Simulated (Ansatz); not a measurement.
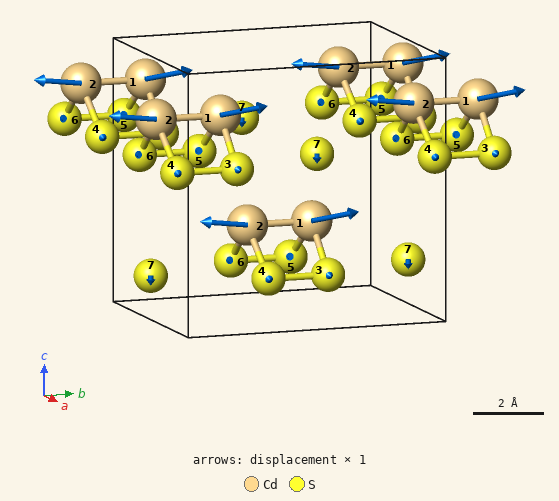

A relaxation of crystalline Cd₂S₅ (built on the random type) (coarse preliminary run). The starting structure is drawn; blue arrows show the displacements (the part carried along by the change of the cell is left out), at their true length.

Style: ball-and-stick. Shown: the conventional cell (2 times the calculation's cell), slightly off an axis. Lengths and directions refer to the drawn axes.

Case: random cell with space group Imm2 (No. 44).

The calculation used Ansatz, DFT PBE, scalar-relativistic, plane waves, PAW.

The input:
```yaml
crystal:
  lattice:
    - [-3.1670454414, 3.9320836003, 3.8440789957]
    - [3.1670454414, -3.9320836003, 3.8440789957]
    - [3.1670454414, 3.9320836003, -3.8440789957]
  atoms:
    - { symbol: Cd, position: [0.9611814653, 0.8361814653, 0.125] }
    - { symbol: Cd, position: [0.7111814653, 0.8361814653, 0.875] }
    - { symbol: S, position: [0.7823796501, 0.9166666667, 0.3657129834] }
    - { symbol: S, position: [0.5509536832, 0.9166666667, 0.1342870166] }
    - { symbol: S, position: [0.7823796501, 0.4166666667, 0.8657129834] }
    - { symbol: S, position: [0.5509536832, 0.4166666667, 0.6342870166] }
    - { symbol: S, position: [0.1666666667, 0.6666666667, 0.5] }
basis:
  ecutwfc: 420
kpoints:
  mp_grid: { grid: [4, 4, 4] }
hamiltonian:
  xc: pbe
scf:
  occupations: { method: gaussian, width: 0.1 }
  lower_state_search: "off"
output:
  forces: true
  stress: true
  eigenvalues: true
relax:
  adjacent_minimum: "off"
  f_tol: 0.04
  max_steps: 70
  cell: { stress_tol: 0.4 }
```

Which element moves most?

Cadmium: up to 1.46 Å, against 0.29 Å for sulfur.

What happened in the run?

The energy falls by 2255 meV per atom in 12 accepted moves (13 points after the start). The largest force component goes from 23 to 0.013 eV/Å. Pressure: 36.23 GPa at the start and 0.04 GPa at the end. At 1 point the geometry stayed and the basis and grid were re-selected for the new cell (energy shift of 0.2 meV per atom at most each time). The largest moves relative to the cell, 1.46 Å, are those of Cd1 and Cd2. Cd2 goes roughly along −b. Largest moves by element: Cd 1.46 Å, S 0.29 Å. The volume changes by +6.3 %, with a 6.334 → 6.517 Å (+2.9 %), b 7.864 → 8.414 Å (+7.0 %), c 7.688 → 7.423 Å (−3.4 %). Near-neighbour distances that change, for instance: Cd1–Cd2 1.966 → 5.004 Å, Cd1–S4 3.622 → 2.758 Å, Cd1–S7 3.224 → 2.427 Å, Cd1–S3 2.052 → 2.782 Å. New bonds form: Cd1–S4 (3.62 → 2.76 Å), Cd1–S6 (3.62 → 2.76 Å), Cd1–S7 (3.22 → 2.43 Å), Cd2–S3 (3.62 → 2.76 Å). Bonds break: Cd1–Cd2 (1.97 → 5.00 Å). Among the angles between lasting bonds that change: Cd1–S3–S4 92.0° → 122.7°, S3–Cd1–S5 101.0° → 82.2°. The space group stays Imm2 (No. 44).
